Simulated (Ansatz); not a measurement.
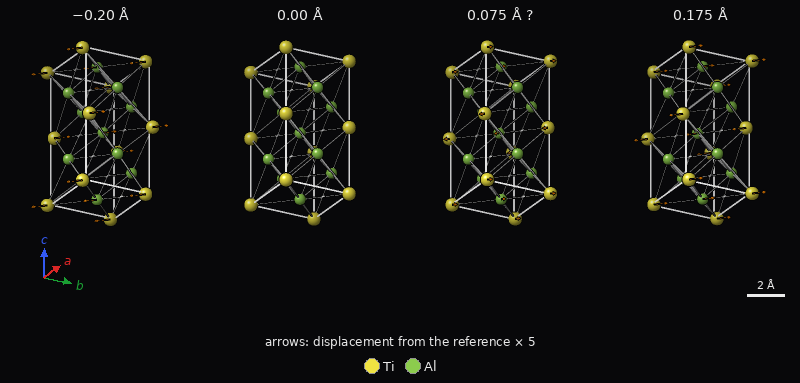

Energy scan for a crystal of TiAl₃ (Pm-3m), in which a normal mode of wave vector (0, 0, 1/2) of the primitive cell, folded into a doubled cell, (one arbitrary combination within a set of 2 degenerate modes) is frozen in with the cell fixed, the amplitude being the largest displacement of an atom. The picture is a ball-and-stick view of the cell of the calculation, seen from a free direction. Orange arrows: displacements from the reference.

Method: Ansatz 0.2.0, DFT r2SCAN, scalar-relativistic, plane waves, PAW. Set-up: plane-wave cutoff 500 eV; k-point mesh 12 × 12 × 6; occupations gaussian; smearing width 0.15 eV; no spin polarisation. Energies (free energies at the smearing named) are counted from the relaxed crystal.

```tsv
largest displacement (Å)	energy change (meV/cell)
−0.200	344
−0.100	88
0.000	0
0.025	6
0.050	22
0.075	?
0.125	137
0.150	196
0.175	265
```

Question: Estimate the missing energy from the other rows, and compare with the calculation.

Answer: A straight line between the two neighbours gives 60 meV/cell. A cubic through the four nearest rows (0.025, 0.050, 0.125, 0.150) gives, with Lagrange weights, (−0.3000)(6) + (1.0000)(22) + (0.5000)(137) + (−0.2000)(196) = 50 meV/cell. The calculation gives 50 meV/cell, so the cubic is right to the digits shown and the straight line 10 meV/cell too high, as the curve bends upwards here.

The whole profile:

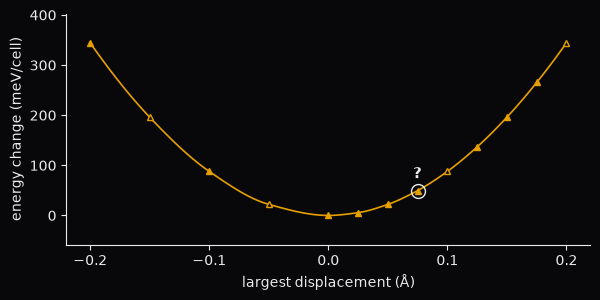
